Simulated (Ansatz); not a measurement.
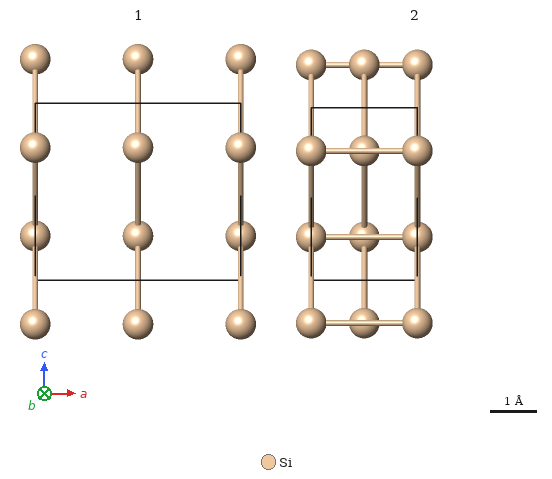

Two geometries of crystalline Si (set up in Cmcm) (coarse preliminary run), drawn at one scale. One is the start of a relaxation, the other its converged end. Style: ball-and-stick. Shown: the conventional cell (2 times the calculation's cell), along the b axis. Lengths and directions refer to the drawn axes.

All numbers below come from DFT PBE, scalar-relativistic, plane waves, PAW in Ansatz 0.2.0. Set-up: plane-wave cutoff 420 eV; k-point mesh 4 × 4 × 6; occupations gaussian; smearing width 0.1 eV; no spin polarisation; cell and atoms relaxed; force threshold 0.0325 eV/Å; at most 70 steps.

Which one is relaxed?

Structure 2 is the relaxed one. Case: 2 of 2 Ca taken out, relaxed. Over 15 accepted moves (17 points after the start) the energy falls by 1243 meV per atom. Largest force component: 2 eV/Å at the start, 0.0071 eV/Å at the end. Pressure: −4.29 GPa at the start and 0.00 GPa at the end. The line search rejected the trial step at point 11 of the run. The SCF was repeated once at an unchanged geometry on a basis and grid sized afresh for the cell, which shifted the energy by 0.2 meV per atom at most. The largest moves relative to the cell, 0.27 Å, are those of Si atoms. The drawn cell changes as follows: a 4.540 → 2.345 Å (−48.3 %), b 10.742 → 8.460 Å (−21.2 %), c 3.901 → 3.802 Å (−2.5 %); the volume changes by −60.4 %. Some distances before and after: Si–Si 4.540 → 2.345 Å, Si–Si 2.451 → 2.561 Å. Bond angles that change, for instance: Si–Si–Si 105.5° → 95.9°. The space group stays Cmcm (No. 63).
